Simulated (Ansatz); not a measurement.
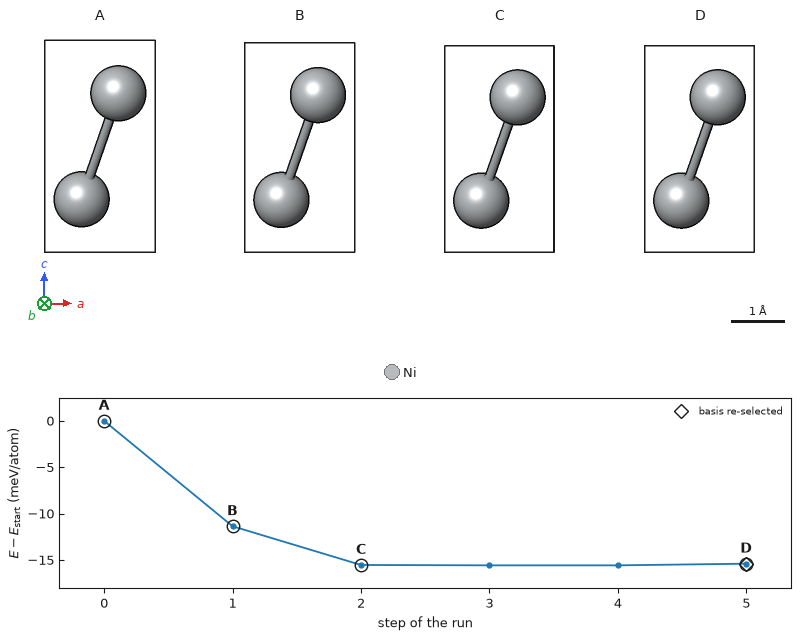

Frames of a relaxation of a crystal of Ni (set up in P6_3/mmc), marked on the history of the run. A ball-and-stick model of the cell of the calculation, seen along the b axis.

The run lets cell and atoms move.

Theory: Ansatz, Kohn-Sham DFT of a periodic cell, PBEsol with D3(BJ), Ansatz PAW.

The input:
```yaml
crystal:
  lattice:
    - [2.4480228978, 0.0, 0.0]
    - [-1.2240114489, 2.1200500186, 0.0]
    - [0.0, 0.0, 4.07280757]
  atoms:
    - { symbol: Ni, position: [0.6666666667, 0.3333333333, 0.75], spin: 1.0 }
    - { symbol: Ni, position: [0.3333333333, 0.6666666667, 0.25], spin: 1.0 }
hamiltonian:
  xc: pbesol
  pseudopotentials: { kind: paw }
  dispersion: d3bj
magnetization:
  spin_polarized: true
kpoints:
  mp_grid: { grid: [12, 12, 7] }
scf:
  occupations: { method: fermi_dirac, width: 0.05 }
output:
  forces: true
  stress: true
  eigenvalues: true
relax:
  f_tol: 0.01
  max_steps: 40
  cell: { stress_tol: 0.05 }
```

Command:
```bash
ansatz run input.yaml --threads 2 --pin off --max-ram 5632MiB --backend cpu --events-out ev --progress --plain --runs-dir out
```

Q: What happens along the run?

A: Over 4 accepted moves (5 points after the start) the energy falls by 15.4 meV per atom. All forces vanish by symmetry, so only the cell relaxes. Pressure: −9.54 GPa at the start and 0.02 GPa at the end. At 1 point the geometry stayed and the basis and grid were re-selected for the new cell (energy shift of 0.2 meV per atom at most each time). The atoms keep their places relative to the cell (all moves are under 0.005 Å). Cell: a = b 2.448 → 2.426 Å (−0.9 %), c 4.073 → 3.972 Å (−2.5 %). Volume −4.2 %. Among the contacts that change: Ni–Ni 2.479 → 2.430 Å, Ni–Ni 2.448 → 2.426 Å. The space group stays P6_3/mmc (No. 194). From step 0 to 1: volume −2.1 %, energy −11.4 meV per atom. From step 1 to 2: volume −2.4 %, energy −4.2 meV per atom. From step 2 to 5: volume +0.3 %, energy +0.1 meV per atom.

```
step  E − E(0), meV/atom  pressure, GPa  volume, Å³/atom                      note
   0                0.00          -9.54           10.569                          
   1              -11.36          -5.03           10.342                          
   2              -15.53           0.63           10.094                          
   3              -15.57           0.00           10.120                          
   4              -15.57           0.00           10.120                          
   5              -15.39           0.02           10.120  same geometry, new basis
```

Limits of the set-up: only the magnetic order of this start and cell was tried (total moment 1.3 μB per cell).
